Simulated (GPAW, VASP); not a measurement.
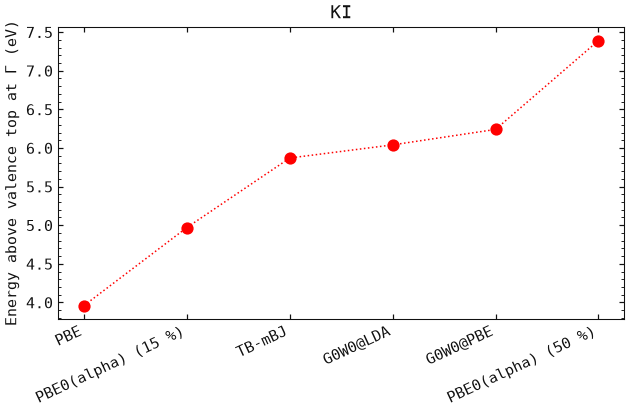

Lowest conduction level at Γ, counted from the valence-band top at Γ, by several methods on one cell of rocksalt KI, space group Fm-3m, 2 atoms in the primitive cell; cubic a = 7.066 Å. All runs are without spin-orbit coupling and carry no moments.

### How do the methods rank at Γ?

From low to high: PBE 3.96, PBE0(alpha) (15 %) 4.97, TB-mBJ 5.87, G0W0@LDA 6.04, G0W0@PBE 6.24, PBE0(alpha) (50 %) 7.39 eV.

| method | program | Γ (eV) |
| --- | --- | --- |
| PBE | VASP | 3.96 |
| PBE0(alpha) (15 %) | VASP | 4.97 |
| TB-mBJ | GPAW | 5.87 |
| G0W0@LDA | GPAW | 6.04 |
| G0W0@PBE | GPAW | 6.24 |
| PBE0(alpha) (50 %) | VASP | 7.39 |

Settings. PBE: VASP PAW PBE potentials, release 64 (I, K_sv), 10×10×10 k mesh, 900 eV cutoff, Gaussian smearing of 0.05 eV (VASP 6.6.1). PBE0(alpha) (15 %): VASP PAW PBE potentials, release 64 (I, K_sv), 4×4×4 k mesh, 520 eV cutoff, Fermi-Dirac smearing of 0.05 eV (VASP 6.6.1). TB-mBJ: GPAW PAW data sets for LDA (gpaw-data 1.2.1), 8×8×8 k mesh, 600 eV cutoff, Fermi-Dirac smearing of 0.05 eV (GPAW 26.7.0). G0W0@LDA: LDA, the program's PAW data sets (release 1.2.1) made for this functional, 4×4×4 k mesh, 450 eV cutoff, Fermi-Dirac smearing of 0.001 eV (GPAW 26.7.0), G0W0 with response cutoff 100 eV, frequency model plasmon pole and response bands 200, extrapolated in the response cutoff. G0W0@PBE: PBE, GPAW PAW data sets (gpaw-data 1.2.1), 4×4×4 k mesh, 450 eV cutoff, Fermi-Dirac smearing of 0.001 eV (GPAW 26.7.0), G0W0 with response cutoff 100 eV, frequency model plasmon pole and response bands 200, extrapolated in the response cutoff. PBE0(alpha) (50 %): VASP PAW PBE potentials, release 64 (I, K_sv), 4×4×4 k mesh, 520 eV cutoff, Fermi-Dirac smearing of 0.05 eV (VASP 6.6.1).

These are six of the 28 methods that were run on this cell. The runs come from different programs and meshes, which adds differences of its own. Spin-orbit coupling is left out, which matters for I. PBE0(alpha) (15 %), TB-mBJ and PBE0(alpha) (50 %): the PAW data sets were made with another functional. G0W0@LDA and G0W0@PBE: the k mesh is coarse. G0W0@LDA and G0W0@PBE: the quasiparticle gap is taken among the few k points that were corrected. G0W0@LDA and G0W0@PBE: the long-wavelength limit can be off by a per cent or two. LDA, GGA and most meta-GGA functionals understate gaps. PBE0(alpha) (15 %): the k mesh is thin for exact exchange. TB-mBJ: this is a model potential built to give gaps, with no total energy. Shares of exact exchange of 40 % or more usually overstate gaps.
